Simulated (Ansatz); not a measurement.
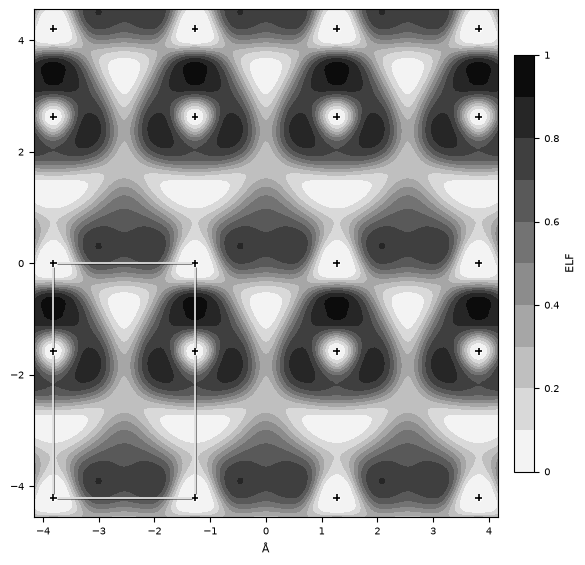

The electron localisation function on a plane through atoms (crosses mark nuclei in the plane).

All numbers below come from DFT r2SCAN, scalar-relativistic, plane waves, PAW in Ansatz.

Candidates:
A. C, a = 2.46 Å, b = 2.46 Å, c = 34.78 Å, α = 90.00°, β = 90.00°, γ = 120.00°. Space group R-3m.
B. BN, a = 2.54 Å, b = 2.54 Å, c = 4.21 Å, α = 90.00°, β = 90.00°, γ = 120.00°. Space group P6₃mc; a structure from a database of computed crystals, not necessarily the ambient phase.

Question: Which system is this?

Answer: Candidate B: BN on the (100) plane of the conventional cell, which holds B and N. B–N (1.58 Å): the ELF peaks at about 0.95 between the atoms: a shared but strongly polarised pair.
